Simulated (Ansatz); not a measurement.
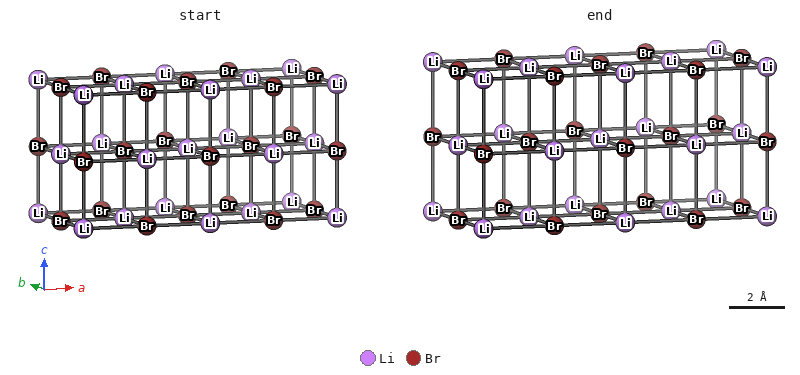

The structure of crystalline LiBr (built on the rocksalt type) before (left) and after (right) a relaxation, at one scale.

A ball-and-stick model of the conventional cell (4 times the calculation's cell), repeated 2 × 1 × 1 with one cell outlined, seen slightly off an axis. Lengths and directions refer to the drawn axes.

Computed with DFT, PBE, plane waves, PAW in Ansatz 0.2.0.

Input
```yaml
crystal:
  lattice:
    - [0.0, 2.462926, 2.462926]
    - [2.462926, 0.0, 2.462926]
    - [2.462926, 2.462926, 0.0]
  atoms:
    - { symbol: Li, position: [0.0, 0.0, 0.0] }
    - { symbol: Br, position: [0.5, 0.5, 0.5] }
kpoints:
  mp_grid: { grid: [8, 8, 8] }
hamiltonian:
  xc: pbe
scf:
  occupations: { method: fermi_dirac, width: 0.02 }
relax:
  f_tol: 0.005
  cell: {}
output:
  write_density: true
  write_potential: true
  elf: true
  volumetric_format: npy
```

Command:
```bash
ansatz run input.yaml --threads 2 --pin off --max-ram 2211MiB --backend cpu --events-out ev --progress --plain --runs-dir out
```

**Describe what moved and what it gained.**

After 5 accepted moves (7 points after the start) the energy has fallen by 250 meV per atom. All forces vanish by symmetry, so only the cell relaxes. The pressure goes from 18.07 to 0.01 GPa. The SCF was repeated twice at an unchanged geometry on a basis and grid sized afresh for the cell, which shifted the energy by 1.5 meV per atom at most. The atoms keep their places relative to the cell (all moves are under 0.005 Å). The drawn cell changes as follows: a = b = c 4.926 → 5.510 Å (+11.9 %); the volume changes by +40.0 %. Some distances before and after: Li1–Br2 2.463 → 2.755 Å. The space group stays Fm-3m (No. 225). Cost: 3.9 s on 2 threads of Arm Neoverse V1, with other jobs on the host, peak memory 0.29 GiB.
